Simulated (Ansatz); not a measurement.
Run report: Cr, geometry relaxation

Cr (Im-3m, 1 atom in the cell), computed with DFT PBE, scalar-relativistic, plane waves, PAW, no spin polarisation (Ansatz 0.2.0).

The structure derives from an entry of the Crystallography Open Database. Figures and captions count atoms from 1; the log counts them from 0 in places.

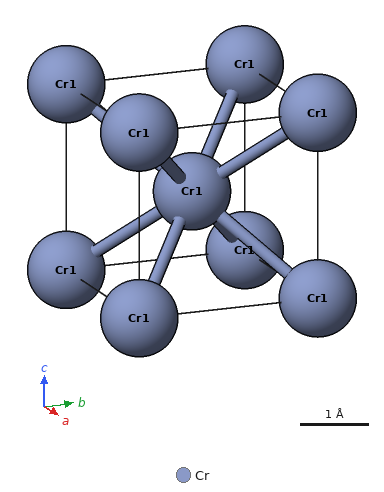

*The input geometry (ball-and-stick view of the cell 2 times as large as that of the calculation, set on its symmetry axes, seen slightly off an axis; atoms are numbered from 1 in the order of the input). An atom can appear more than once, as a periodic image.*

Near neighbours in the periodic cell (some may lie outside the picture): Cr has 8 Cr at 2.47 Å.

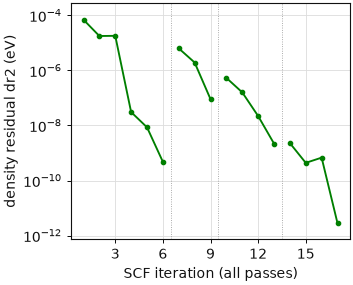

*Convergence of the self-consistent field: density residual dr2 against the SCF iteration. The dotted lines part the SCF passes of the relaxation: geometry steps, rejected trials and re-solves on a re-selected basis.*

The passes take 6, 3, 4 and 4 iterations.

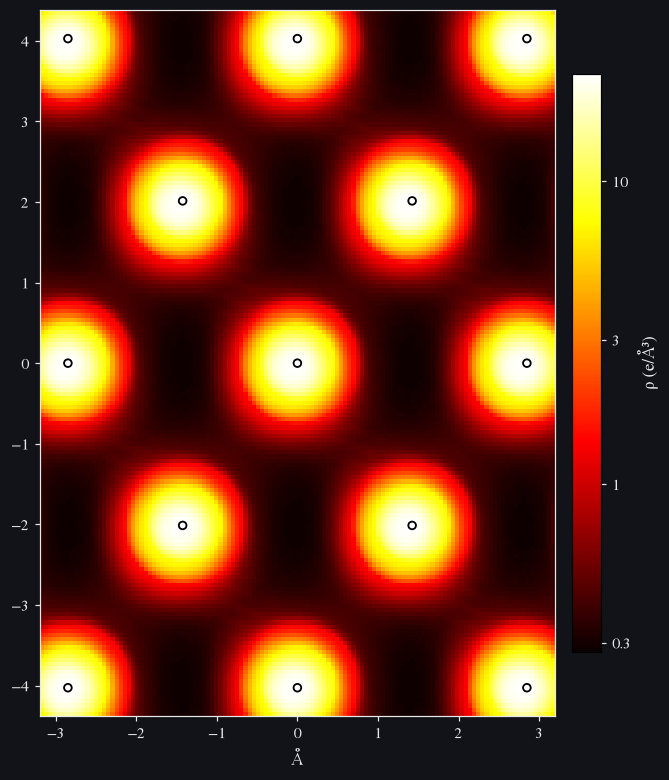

*Valence electron density on the (011̄) plane of the conventional cell. Circles mark the nuclei in the plane (Cr).*

The section cuts through Cr sites. Cr–Cr (2.47 Å): the density is about 0.38 e/Å³ at the midpoint. Away from the nuclei the density in this plane falls to 0.28 e/Å³ at its lowest. The fields are those of the smooth PAW valence density.

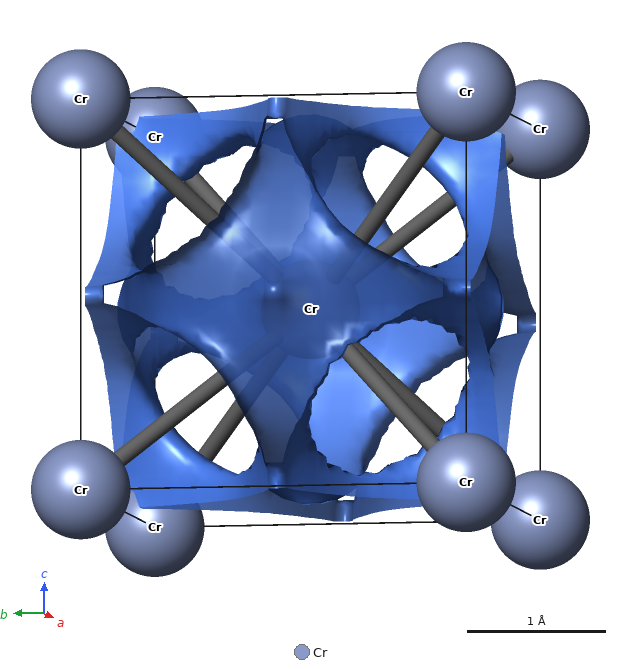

*Isosurface of the ELF at 0.4 (blue), seen at an oblique angle. Core shells and regions of very low density are left out. Sticks mark near contacts. The outline is the cell set on symmetry axes.*

Along the contacts the grid gives the following. Cr–Cr (2.47 Å): the ELF is about 0.30 at the midpoint (no shared electron pair).

The input and output of the run follow.

### The input
```yaml
crystal:
  lattice:
    - [-1.4248462202, 1.4248462202, 1.4248462202]
    - [1.4248462202, -1.4248462202, 1.4248462202]
    - [1.4248462202, 1.4248462202, -1.4248462202]
  atoms:
    - { symbol: Cr, position: [0.0, 0.0, 0.0] }
basis:
  ecutwfc: 420
kpoints:
  mp_grid: { grid: [20, 20, 20] }
hamiltonian:
  xc: pbe
scf:
  occupations: { method: gaussian, width: 0.1 }
output:
  forces: true
  stress: true
  eigenvalues: true
  write_density: true
  write_potential: true
  elf: true
  volumetric_format: npy
relax:
  adjacent_minimum: "off"
  f_tol: 0.005
  max_steps: 80
  cell: { stress_tol: 0.05 }
```

Launched with:
```bash
ansatz run input.yaml --threads 1 --pin off --max-ram 2560MiB --backend cpu --events-out ev --progress --plain --runs-dir out
```

### What the program printed
```
Engine: ansatz 0.2.0, aarch64-unknown-linux-gnu
Pseudopotentials: kind: paw
Pseudopotential: Cr, paw, valence charge 14, recommended cutoff 420 eV (normal), Cr.paw.azcp
Functional definition: PBE
  parameter kappa = 0.804
  parameter beta = 0.06672455060314922
  exchange = pbe_x(kappa = kappa, mu = beta*pi^2/3)
  correlation = pbe_c(beta = beta)
Crystal: 1 atoms, lattice volume = 11.571 Å³
Basis set: ecut = 420 eV, 225 PW (Γ), exchange–correlation on 36×36×36 points (8 copies of the dense FFT grid, shifted against one another)
Bands: 11, of which v1, the nominal top of the filled ones, is band 7 counted from 1 (6 counted from 0)
Symmetry: 48 space group operations
Space group: Im-3m (ITA 229), of the structure as read, at distance tolerance 2.3e-5 Å
k-points: 256 of 8000
Non-local potential: Cr, projectors of the file, l = 0: 3, l = 1: 2, l = 2: 3, l = 3: 1
PAW form: soft (Blöchl's): semilocal exchange-correlation on the pseudo side does not see the compensation charge
PAW one-centre angular grid: Cr, 590 points (default); XC on 64 Gauss nodes
Initial density: superposition of atomic densities (neutral atoms: chi_scale 0, normalization atom), corrected by the library's trained network
Initial wavefunctions: pseudopotential atomic-orbital guess
Functional: x = pbe(κ = 0.804, μ = 0.2195149727645171), c = pbe(β = 0.06672455060314922)
SCF iter   1: F=—  HF=-3377.738461 eV  |F-HF|=—  |Δ(HF+E_count)|=         —  Δρ=2.34e-3  dr2=7.01e-5  ethr=1.77e-3  ⟨swp⟩=4.0  Hψ=13768  notcnv=0
preconditioner: auto → none  [metal: Δε(μ)=0.015 eV  Ē_g=7.387 eV  σ=0.100 eV  W_gap=0.08  n_scr=0 (ndim 8)  ℏωp=26.7 eV  f_vac=0.000  D(μ)=0.70/eV (n_scr^D=12)]
SCF iter   2: F=—  HF=-3377.738832 eV  |F-HF|=—  |Δ(HF+E_count)|=   3.71e-4  Δρ=1.18e-3  dr2=1.79e-5  ethr=5.01e-7  ⟨swp⟩=2.2  Hψ=5885  notcnv=0
SCF iter   3: F=—  HF=-3377.738986 eV  |F-HF|=—  |Δ(HF+E_count)|=   1.54e-4  Δρ=4.70e-4  dr2=1.82e-5  ethr=1.28e-7  ⟨swp⟩=2.1  Hψ=4581  notcnv=0
iter 4 did not close the SCF: its close was put off for the readings that it lacked (scf_convergence_deferred on its scf_iter line)
SCF iter   4: F=-3377.738981 eV  HF=-3377.738981 eV  |F-HF|=2.48e-8  |Δ(HF+E_count)|=   5.07e-6  Δρ=2.65e-5  dr2=3.07e-8  ethr=1.28e-7  ⟨swp⟩=2.8  Hψ=4432  notcnv=0
iter 5 did not close the SCF: its close was put off for the readings that it lacked (scf_convergence_deferred on its scf_iter line)
SCF iter   5: F=-3377.738981 eV  HF=-3377.738981 eV  |F-HF|=5.03e-9  |Δ(HF+E_count)|=   3.08e-9  Δρ=1.07e-5  dr2=8.60e-9  ethr=2.20e-10  ⟨swp⟩=2.0  Hψ=4587  notcnv=0
SCF iter   6: F=-3377.738981 eV  HF=-3377.738981 eV  |F-HF|=3.00e-10  |Δ(HF+E_count)|=  7.54e-10  Δρ=2.50e-6  dr2=4.78e-10  ethr=6.14e-11  ⟨swp⟩=4.2  Hψ=11702  notcnv=0
SCF 1 converged in 6 iterations: F = -3377.738981 eV  dr2 = 4.78e-10
  greatest PAW one-centre occupation: 1.000 electrons in one spin orbital (limit 2), on the Cr atom at site 0 (counted from 0), in its partial waves of l = 0
relax step   1: F+E_penalty+E_count = -3377.73898105 eV  Δ(F+E_penalty+E_count) = +0.000e0 eV  max|allowed force component| = 0.000e0 eV/Å  Δτ_max = 0.0000 Å  P = -0.508 GPa  Ω = 11.571 Å³  (6 SCF iters, dr2 threshold 1.00e-7 eV, accepted)
Crystal: 1 atoms, lattice volume = 11.552 Å³
Initial density: handed on by an earlier stage of this run
Initial wavefunctions: those handed on with the density
iter 1 solved again at ethr=4.19e-8 eV; its pass at ethr=3.10e-3 eV (dr2=5.87e-6 eV) is discarded
SCF iter   1: F=—  HF=-3377.739026 eV  |F-HF|=—  |Δ(HF+E_count)|=         —  Δρ=2.50e-4  dr2=6.37e-6  ethr=4.19e-8  ⟨swp⟩=1.3  Hψ=15876  notcnv=0
preconditioner: auto → none  [metal: Δε(μ)=0.014 eV  Ē_g=7.401 eV  σ=0.100 eV  W_gap=0.08  n_scr=0 (ndim 8)  ℏωp=26.8 eV  f_vac=0.000  D(μ)=0.69/eV (n_scr^D=12)]
SCF iter   2: F=—  HF=-3377.739027 eV  |F-HF|=—  |Δ(HF+E_count)|=   1.01e-6  Δρ=1.80e-4  dr2=1.95e-6  ethr=4.19e-8  ⟨swp⟩=2.3  Hψ=4367  notcnv=0
SCF iter   3: F=-3377.739027 eV  HF=-3377.739027 eV  |F-HF|=9.12e-8  |Δ(HF+E_count)|=   5.10e-7  Δρ=4.88e-5  dr2=9.09e-8  ethr=7.14e-10  ⟨swp⟩=4.9  Hψ=14386  notcnv=0
SCF 2 converged in 3 iterations: F = -3377.739027 eV  dr2 = 9.09e-8
relax step   2: F+E_penalty+E_count = -3377.73902683 eV  Δ(F+E_penalty+E_count) = -4.578e-5 eV  max|allowed force component| = 0.000e0 eV/Å  Δτ_max = 0.0000 Å  P = -0.090 GPa  Ω = 11.552 Å³  energy of the carried Pulay correction = +1.082e-5 eV  (3 SCF iters, dr2 threshold 1.00e-7 eV, accepted)
Crystal: 1 atoms, lattice volume = 11.548 Å³
iter 1 solved again at ethr=3.66e-9 eV; its pass at ethr=3.10e-3 eV (dr2=5.13e-7 eV) is discarded
SCF iter   1: F=—  HF=-3377.739028 eV  |F-HF|=—  |Δ(HF+E_count)|=         —  Δρ=8.27e-5  dr2=5.38e-7  ethr=3.66e-9  ⟨swp⟩=1.1  Hψ=15669  notcnv=0
preconditioner: auto → none  [metal: Δε(μ)=0.010 eV  Ē_g=7.402 eV  σ=0.100 eV  W_gap=0.06  n_scr=0 (ndim 8)  ℏωp=26.8 eV  f_vac=0.000  D(μ)=0.69/eV (n_scr^D=12)]
SCF iter   2: F=—  HF=-3377.739030 eV  |F-HF|=—  |Δ(HF+E_count)|=   1.85e-6  Δρ=6.02e-5  dr2=1.60e-7  ethr=3.66e-9  ⟨swp⟩=2.6  Hψ=4381  notcnv=0
SCF iter   3: F=—  HF=-3377.739030 eV  |F-HF|=—  |Δ(HF+E_count)|=   1.99e-8  Δρ=2.03e-5  dr2=2.21e-8  ethr=1.15e-9  ⟨swp⟩=2.9  Hψ=4442  notcnv=0
SCF iter   4: F=-3377.739030 eV  HF=-3377.739030 eV  |F-HF|=3.86e-9  |Δ(HF+E_count)|=   2.57e-8  Δρ=8.16e-6  dr2=2.20e-9  ethr=1.45e-10  ⟨swp⟩=5.9  Hψ=11679  notcnv=0
SCF 3 converged in 4 iterations: F = -3377.739030 eV  dr2 = 2.20e-9
relax step   3: F+E_penalty+E_count = -3377.73903039 eV  Δ(F+E_penalty+E_count) = -3.560e-6 eV  max|allowed force component| = 0.000e0 eV/Å  Δτ_max = 0.0000 Å  P = -0.003 GPa  Ω = 11.548 Å³  energy of the carried Pulay correction = +1.316e-5 eV  (4 SCF iters, dr2 threshold 2.04e-8 eV, accepted)
Initial wavefunctions: pseudopotential atomic-orbital guess (no wavefunctions were taken with the density)
iter 1 solved again at ethr=1.65e-9 eV; its pass at ethr=3.10e-3 eV (dr2=2.31e-7 eV) is discarded
SCF iter   1: F=—  HF=-3377.739017 eV  |F-HF|=—  |Δ(HF+E_count)|=         —  Δρ=8.50e-6  dr2=2.29e-9  ethr=1.65e-9  ⟨swp⟩=2.8  Hψ=21608  notcnv=0
preconditioner: auto → none  [metal: Δε(μ)=0.011 eV  Ē_g=7.402 eV  σ=0.100 eV  W_gap=0.06  n_scr=0 (ndim 8)  ℏωp=26.8 eV  f_vac=0.000  D(μ)=0.69/eV (n_scr^D=12)]
SCF iter   2: F=—  HF=-3377.739019 eV  |F-HF|=—  |Δ(HF+E_count)|=   1.76e-6  Δρ=3.66e-6  dr2=4.38e-10  ethr=1.64e-11  ⟨swp⟩=2.4  Hψ=3992  notcnv=0
SCF iter   3: F=—  HF=-3377.739019 eV  |F-HF|=—  |Δ(HF+E_count)|=   1.21e-9  Δρ=2.90e-6  dr2=6.78e-10  ethr=3.13e-12  ⟨swp⟩=2.0  Hψ=4615  notcnv=0
SCF iter   4: F=-3377.739019 eV  HF=-3377.739019 eV  |F-HF|=6.37e-12  |Δ(HF+E_count)|=  1.61e-10  Δρ=2.67e-7  dr2=2.81e-12  ethr=1.00e-12  ⟨swp⟩=3.2  Hψ=11521  notcnv=0
SCF 4 converged in 4 iterations: F = -3377.739019 eV  dr2 = 2.81e-12
relax step   4: F+E_penalty+E_count = -3377.73901883 eV  Δ(F+E_penalty+E_count) = +1.156e-5 eV  max|allowed force component| = 0.000e0 eV/Å  Δτ_max = 0.0000 Å  P = -0.003 GPa  Ω = 11.548 Å³  stress off target by 3.34e-3 GPa  SCF on the basis re-selected at this cell (its energy is not comparable with the rows above)  (4 SCF iters)
basis re-selected at this cell: Δ(F+E_penalty+E_count) = +1.156e-5 eV, ΔP = -0.001 GPa vs the last step (what re-selecting the basis moved, of the pressure what is left beyond the Pulay correction that the steps carried, after the strain that the cell walked since its last selection, with what the two solves' SCF thresholds leave and, on support functions, any second-order correction that the steps lacked; it is no measure of the basis error at this ecutwfc). This SCF's stress stands 3.34e-3 GPa from its target on what of the cell is left free (relax.cell.stress_tol is 5.00e-2 GPa) and its largest allowed force component is 0.00e0 eV/Å (relax.f_tol is 5.00e-3 eV/Å): within both
SCF converged after 4 iterations
Free energy (F): -3377.739019 eV
Harris-Foulkes:  -3377.739019 eV  (|F-HF|=6.37e-12)
Internal energy: -3377.735552 eV  (E = F + TS)
E sigma→0 (E₀):  -3377.737286 eV
Entropy (-TS):   -0.003467 eV (-3.467 meV/atom)
Fermi energy:    19.472385 eV
--- Per-component energies (eV) ---
  E_band       = -144.384274
  E_kinetic    = 343.450781
  E_local      = -1174.314890  (includes V_loc(G=0)·N_el)
  E_nonlocal   = 78.347581
  E_hartree    = 513.078902
  E_xc         = -140.287546
  E_vxc        = -179.009629  (∫ρ·V_xc dr)
  E_paw        = -1194.686828  (= ΣΔE_a)
  E_vpaw       = -239.016220  (= ΣTr[D̂ρ^β])
  E_aug_tail   = 0.000303  (compensation charges beyond the density's cutoff)
  E_ewald      = -1803.323856
  E_smearing   = -0.003467  (= −TS)
  E_closure    = 0.000000  (closes the sum)
  Σ components = -3377.739019   (vs F -3377.739019, Δ=0.00e0)
--- Forces (eV/Å), atoms counted from 1 ---
  atom   1  Cr     0.00000000     0.00000000     0.00000000
  max |Σ_I F_I| component: 1.36e-31 eV/Å
--- Stress (GPa, compression-positive) ---
       -0.003341      -0.000000      -0.000000
       -0.000000      -0.003341       0.000000
        0.000000       0.000000      -0.003341
  P = ⅓ Tr σ = -0.0033 GPa (-0.033 kbar)
--- Band table (eV; the first three rows and the last of 256) ---
  k-point 0: bands = ["-52.4453", "-23.2223", "-23.2223", "-23.2223", "11.5495", "18.5392", "18.5392", "18.5392", "20.6073", "20.6073", "41.7337"]
  k-point 1: bands = ["-52.4403", "-23.2459", "-23.2296", "-23.2225", "11.6596", "18.4962", "18.5326", "18.6144", "20.5581", "20.6104", "41.4492"]
  k-point 2: bands = ["-52.4257", "-23.3140", "-23.2506", "-23.2229", "11.9827", "18.3730", "18.5027", "18.8359", "20.4367", "20.6207", "40.6562"]
  k-point 255: bands = ["-52.0927", "-23.8565", "-23.8565", "-23.8565", "15.1161", "15.1161", "21.9177", "21.9177", "21.9177", "30.0225", "30.0225"]
--- Relaxed structure (3 steps of the walk, 3 accepted, 1 SCFs on fresh bases) ---
  F+E_penalty+E_count = -3377.73901883 eV   max|allowed force component| = 0.000e0 eV/Å   (the final SCF, on the basis selected at the relaxed cell)
  cell:  # Å, volume = 11.5481 Å³
    - [-1.4239150081397698, 1.4239150081397698, 1.4239150081397698]
    - [1.4239150081397698, -1.4239150081397698, 1.4239150081397698]
    - [1.4239150081397698, 1.4239150081397698, -1.4239150081397698]
  atoms:
    - { symbol: Cr, position: [0.0, 0.0, 0.0] }
```

### Trajectory as extended XYZ (Å, eV, eV/Å), 4 frames, from step=1 to step=4
```
1
Lattice="-1.4248 1.4248 1.4248 1.4248 -1.4248 1.4248 1.4248 1.4248 -1.4248" Properties=species:S:1:pos:R:3:forces:R:3 step=1 energy=-3377.73898 pressure_GPa=-0.51
Cr    0.0000    0.0000    0.0000    0.0000   0.0000   0.0000
1
Lattice="-1.4241 1.4241 1.4241 1.4241 -1.4241 1.4241 1.4241 1.4241 -1.4241" Properties=species:S:1:pos:R:3:forces:R:3 step=2 energy=-3377.73903 pressure_GPa=-0.09
Cr    0.0000    0.0000    0.0000    0.0000   0.0000   0.0000
1
Lattice="-1.4239 1.4239 1.4239 1.4239 -1.4239 1.4239 1.4239 1.4239 -1.4239" Properties=species:S:1:pos:R:3:forces:R:3 step=3 energy=-3377.73903 pressure_GPa=-0.00
Cr    0.0000    0.0000    0.0000    0.0000   0.0000   0.0000
1
Lattice="-1.4239 1.4239 1.4239 1.4239 -1.4239 1.4239 1.4239 1.4239 -1.4239" Properties=species:S:1:pos:R:3:forces:R:3 step=4 energy=-3377.73902 pressure_GPa=-0.00
Cr    0.0000    0.0000    0.0000    0.0000   0.0000   0.0000
```

### Results in brief

| quantity | value |
| --- | --- |
| outcome | converged |
| space group (tolerance 0.01 Å) | Im-3m (229) |
| electrons treated | 14 |
| free energy | −3377.7390 eV |
| Fermi energy | 19.472 eV |
| gap on the k-point mesh | none (metallic) |
| pressure | 0.00 GPa |
| final volume | 11.55 Å³ |
| largest force (length of the vector) at the end | under 0.001 eV/Å |
| final cell | a = 2.466 Å, b = 2.466 Å, c = 2.466 Å, α = 109.47°, β = 109.47°, γ = 109.47° |
| hardware | 1 thread of Arm Neoverse V2, 24 GiB of memory available, shared host |
| wall time | 7.5 s |
| peak memory | 0.32 GiB |

### Notes

The run has no spin polarisation, so a magnetic state may lie lower.
